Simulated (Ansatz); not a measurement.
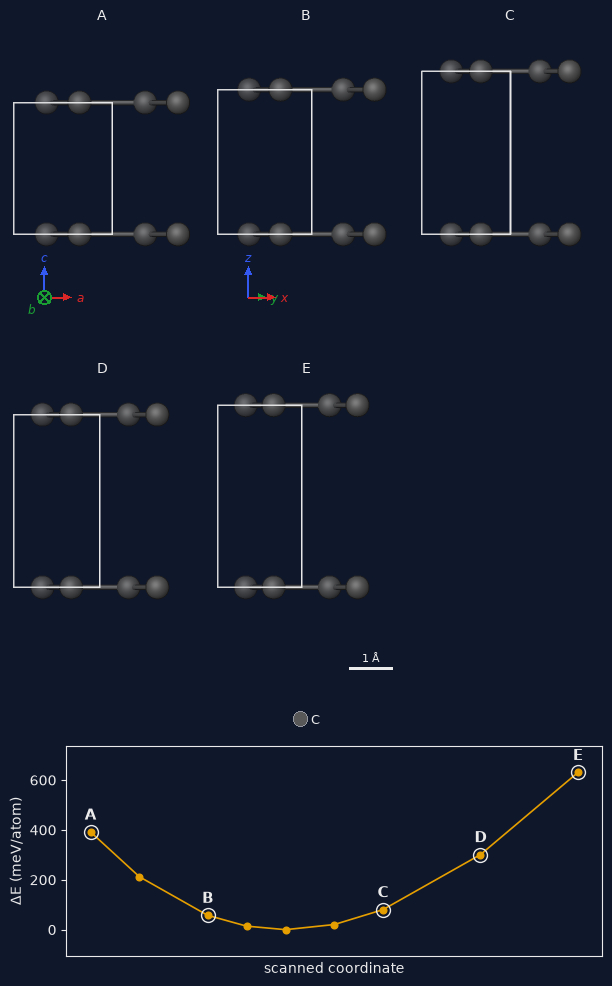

Frames of a one-coordinate scan of crystalline C (P6/mmm). x, y and z are the Cartesian axes of the input. The picture is a ball-and-stick view of the cell of the calculation, repeated 2 × 2 × 1 with one cell outlined, seen along the b axis.

The calculation used DFT PBE+D3(BJ), scalar-relativistic, plane waves, PAW (Ansatz 0.2.0). Settings: plane-wave cutoff 420 eV; k-point mesh 30 × 30 × 18; occupations gaussian; smearing width 0.15 eV; no spin polarisation. Energies (free energies at the smearing named) are counted from the relaxed crystal.

> What is being scanned?

The ratio of the cell's length along z to its lengths across, counted as 1 for the reference, is changed at fixed volume (a c/a path), with the atoms kept at their fractional coordinates. In the frames the relative ratio is 0.80 (A), 0.92 (B), 1.10 (C), 1.20 (D), 1.30 (E). The lowest computed point lies at the relative ratio 1.00 (0 meV/atom). The distortion keeps the space group P6/mmm. At the relative ratio 1.30 the cell of the drawing goes a 2.465 → 2.258 Å, b 2.465 → 2.258 Å, c 3.567 → 4.249 Å.
